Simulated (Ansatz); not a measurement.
**InAs: 6 runs along one coordinate**

System: InAs (2 atoms in the cell).
Method: Kohn-Sham DFT of a periodic cell, r2SCAN50, Ansatz PAW, no spin polarisation (Ansatz 0.2.0).

The 6 runs differ only in the geometry, by an even scaling of the cell at fixed fractional positions. The structure derives from an entry of the Crystallography Open Database.

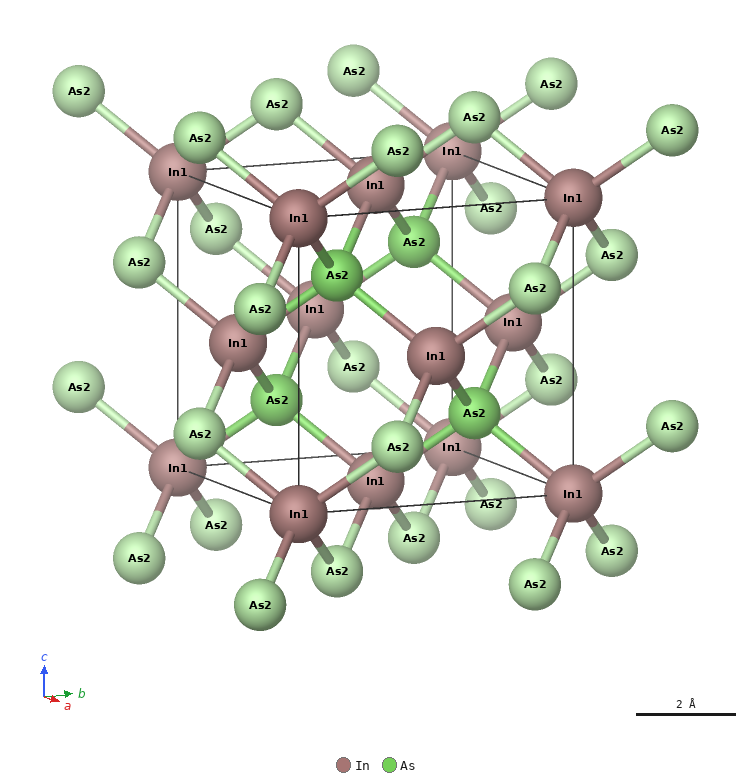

Figure 1. The structure of run 4 (ball-and-stick view of the cell 4 times as large as that of the calculation, set on its symmetry axes, seen slightly off an axis; neighbours outside the cell are drawn fainter; atoms are numbered from 1 in the order of the input).

**Input of run 4**
```yaml
crystal:
  lattice:
    - [0.0, 3.0379873375, 3.0379873375]
    - [3.0379873375, 0.0, 3.0379873375]
    - [3.0379873375, 3.0379873375, 0.0]
  atoms:
    - { symbol: In, position: [0.0, 0.0, 0.0] }
    - { symbol: As, position: [0.75, 0.75, 0.75] }
hamiltonian:
  xc: r2scan50
  pseudopotentials: { kind: paw }
kpoints:
  mp_grid: { grid: [4, 4, 4] }
scf:
  occupations: { method: fermi_dirac, width: 0.05 }
output:
  forces: true
  stress: true
  eigenvalues: true
```

Command:
```bash
ansatz run input.yaml --threads 2 --pin off --max-ram 5632MiB --backend cpu --events-out ev --progress --plain --runs-dir out
```

Lattice vectors (Å) and fractional positions of run 4:
```
   0.000000    3.037987    3.037987
   3.037987    0.000000    3.037987
   3.037987    3.037987    0.000000
In  0.000000  0.000000  0.000000
As  0.750000  0.750000  0.750000
```

Run 3 differs from it as follows:
```diff
-    - [0.0, 3.0379873375, 3.0379873375]
-    - [3.0379873375, 0.0, 3.0379873375]
-    - [3.0379873375, 3.0379873375, 0.0]
+    - [0.0, 3.018, 3.018]
+    - [3.018, 0.0, 3.018]
+    - [3.018, 3.018, 0.0]
```

**Results, with one run withheld**

| run | volume per atom (Å³) | free energy per atom, from the lowest run given (meV) | pressure (GPa) | gap on the mesh (eV) |
| --- | --- | --- | --- | --- |
| 1 | 26.389 | 7.76 | 3.11 | 3.09 |
| 2 | 26.939 | 0.00 | 1.45 | 2.94 |
| 3 | 27.489 | ? | ? | ? |
| 4 | 28.039 | 0.05 | −1.37 | 2.66 |
| 5 | 28.588 | 6.79 | −2.56 | 2.52 |
| 6 | 29.138 | 17.45 | −3.63 | 2.39 |

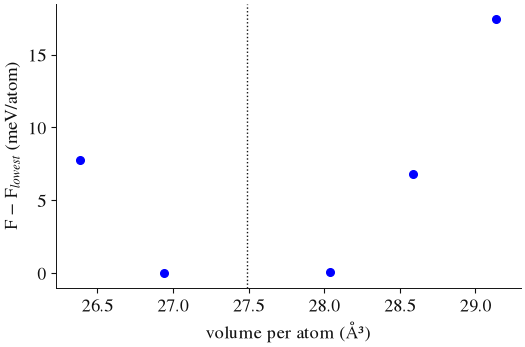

Figure 2. Free energy per atom of the runs given; the dotted line marks run 3.

Estimate the energy of run 3 from the others.

A cubic polynomial in V^(−2/3) (the Birch–Murnaghan form), fitted to the 5 runs given, misses them by under 0.01 meV per atom. With x = V^(−2/3) − 0.10900 Å⁻², it reads F = −1.6295 − 1844.7 x + 1.1197e+06 x² + 1.7807e+06 x³ (meV per atom). At run 3 it gives −2.39 meV per atom, and the run itself gives −2.38. The slope of the fit gives a pressure −dF/dV of −0.03 GPa there, and the run prints −0.04 GPa. The fit has its minimum at 27.477 Å³ per atom, where V d²F/dV² gives 70.3 GPa: the bulk modulus at this level, since symmetry fixes the shape and the positions. The gap on the mesh goes, without turning, from 3.09 eV in run 1 to 2.39 eV in run 6; run 3 has 2.80 eV. These are gaps of this functional on this mesh, which can miss the band edges; they aren't the measured gap.

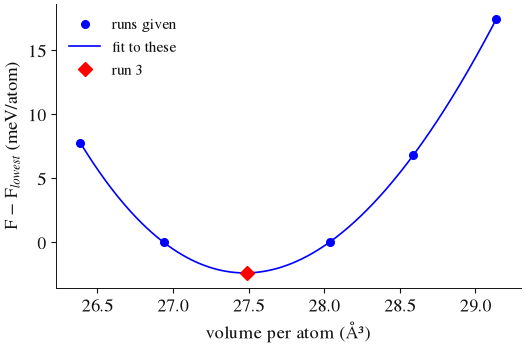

Figure 3. The fit and the withheld run.

**Output, shortened to warnings, some set-up lines, iterations and results (run 3)**
```
Warning: output.stress: scf.convergence.dr2_threshold = 1e-7 eV (the SCF's general default) is looser than the 2e-10 eV advised for a printed stress (1e-10 eV for each atom of the cell: 2). What an SCF threshold leaves in a stress goes as its square root, and in the free energy as the threshold itself, and one threshold admits the most on a small cell: of the crystals measured, under no hybrid …
Warning: output.stress: scf.exx.energy_threshold = 1e-6 eV is looser than the 2e-8 eV advised for a stress under a hybrid functional (1e-8 eV for each atom of the cell: 2). Every SCF of the exchange loop can meet its threshold on dr2 while the loop round them stops early: no threshold on dr2 bounds what that leaves in the stress. Set scf.exx.energy_threshold to 2e-8 eV or tighter. The threshold …
Basis set: ecut = 500 eV, 1411 PW (Γ), exchange–correlation on 128×128×128 points (64 copies of the dense FFT grid, shifted against one another)
Symmetry: 24 space group operations
k-points: 8 of 64 (time reversal used)
Initial density: superposition of atomic densities (neutral atoms: chi_scale 0, normalization atom), corrected by the library's trained network
[...]
SCF iter   1: F=—  HF=-10477.026218 eV  |F-HF|=—  |Δ(HF+E_count)|=         —  Δρ=7.03e-3  dr2=1.60e-2  dr2_τ=8.91e-3  ethr=1.77e-3  ⟨swp⟩=7.0  Hψ=618  notcnv=0
SCF iter   2: F=—  HF=-10477.035635 eV  |F-HF|=—  |Δ(HF+E_count)|=   9.42e-3  Δρ=2.25e-3  dr2=1.65e-3  dr2_τ=8.16e-5  ethr=5.72e-5  ⟨swp⟩=5.0  Hψ=430  notcnv=0  defer=1
SCF iter   3: F=—  HF=-10477.036224 eV  |F-HF|=—  |Δ(HF+E_count)|=   5.89e-4  Δρ=7.86e-4  dr2=1.75e-4  dr2_τ=3.58e-6  ethr=5.66e-7  ⟨swp⟩=4.0  Hψ=599  notcnv=0
SCF iter   4: F=—  HF=-10477.036295 eV  |F-HF|=—  |Δ(HF+E_count)|=   7.15e-5  Δρ=7.48e-5  dr2=1.31e-6  dr2_τ=5.07e-8  ethr=5.66e-7  ⟨swp⟩=3.0  Hψ=311  notcnv=0
SCF iter   5: F=—  HF=-10477.036298 eV  |F-HF|=—  |Δ(HF+E_count)|=   2.52e-6  Δρ=2.08e-5  dr2=1.19e-7  dr2_τ=9.10e-9  ethr=4.66e-9  ⟨swp⟩=4.6  Hψ=437  notcnv=0
[... 19 lines ...]
SCF iter   8: F=-10475.259481 eV  HF=-10475.259481 eV  |F-HF|=4.73e-11  |Δ(HF+E_count)|=   2.02e-9  Δρ=3.36e-7  dr2=9.08e-9  dr2_τ=8.39e-13  ethr=2.19e-12  ⟨swp⟩=4.0  Hψ=347  …
SCF 3 converged in 8 iterations: F = -10475.259481 eV  dr2 = 9.08e-9
SCF iter   1: F=—  HF=-10475.259482 eV  |F-HF|=—  |Δ(HF+E_count)|=         —  Δρ=4.14e-6  dr2=1.31e-8  dr2_τ=1.24e-10  ethr=1.20e-8  ⟨swp⟩=3.4  Hψ=304  notcnv=0
SCF iter   2: F=-10475.259482 eV  HF=-10475.259482 eV  |F-HF|=6.44e-10  |Δ(HF+E_count)|=   9.24e-9  Δρ=2.03e-6  dr2=4.02e-9  dr2_τ=1.10e-10  ethr=3.40e-11  ⟨swp⟩=4.0  Hψ=449  …
SCF 4 converged in 2 iterations: F = -10475.259482 eV  dr2 = 4.02e-9
  Residual-converged pass: ⟨swp⟩=2.4  Hψ=255  notcnv=0  max |occ|·‖R‖ = 2.2e-6 eV (tolerance 2.4e-6 eV)  dr2=4.02e-9  dr2_τ=1.10e-10  dr2_onsite=7.44e-10  max |Δocc| = 3.9e-23
hybrid outer 3: dexx = +1.217e-8 eV, tail = 1.01e-8 eV, Δε = 1.98e-4 eV (about 5.37e-5 eV left of the loop's levels), ΔF = 2.78e-17 eV/Å (tail 6.20e-4)
hybrid SCF converged: 3 outer / 17 inner (+8 warm-up), last move |dexx| = 1.22e-8 eV, tail = 1.01e-8 eV
Stability not checked: this state was not tested for a lower state beside it, because the functional holds exact exchange (a hybrid, or Hartree-Fock), whose exchange loop this test does not read (fock_operator; see scf.lower_state_search)
Free energy (F): -10475.259482 eV
Frozen-core exchange: fock
Harris-Foulkes:  -10475.259482 eV  (|F-HF|=6.44e-10)
Internal energy: -10475.259482 eV  (E = F + TS)
E sigma→0 (E₀):  -10475.259482 eV
Fermi energy:    7.796990 eV
--- Per-component energies (eV) ---
  E_band       = -473.270989
  E_kinetic    = 346.850560
  E_local      = -3273.022762  (includes V_loc(G=0)·N_el)
  E_nonlocal   = -303.625127
  E_hartree    = 1589.726238
  E_xc         = -151.007517
  E_vxc        = -101.420291  (∫ρ·V_xc dr)
  E_exx        = -211.045799  (= α·E_x^exact, valence–valence)
  E_paw        = -5944.624825  (= ΣΔE_a)
  E_vpaw       = 96.443920  (= ΣTr[D̂ρ^β])
  E_aug_tail   = 0.000002  (compensation charges beyond the density's cutoff)
  E_vtau       = 4.141676  (kinetic-family band-sum trace: ∫τ·v_τ [+ j·A + Jᵃ·Aᵃ] dr)
  E_ewald      = -2527.799418
  E_core_change = -0.710835  (= ΣΔE_core)
  E_smearing   = -0.000000  (= −TS)
  E_closure    = 0.000001  (closes the sum)
  Σ components = -10475.259482   (vs F -10475.259482, Δ=-1.82e-12)
--- Forces (eV/Å), atoms counted from 1 ---
  atom   1  In    -0.00000000     0.00000000     0.00000000
  atom   2  As    -0.00000000     0.00000000     0.00000000
  max |Σ_I F_I| component: 2.80e-16 eV/Å
--- Stress (GPa, compression-positive) ---
       -0.035049      -0.000000      -0.000000
        0.000000      -0.035049       0.000000
       -0.000000       0.000000      -0.035049
  P = ⅓ Tr σ = -0.0350 GPa (-0.350 kbar)
```

Warnings of the run: the exchange loop's threshold is looser than advised for the stress; the SCF threshold is looser than advised for the printed stress.
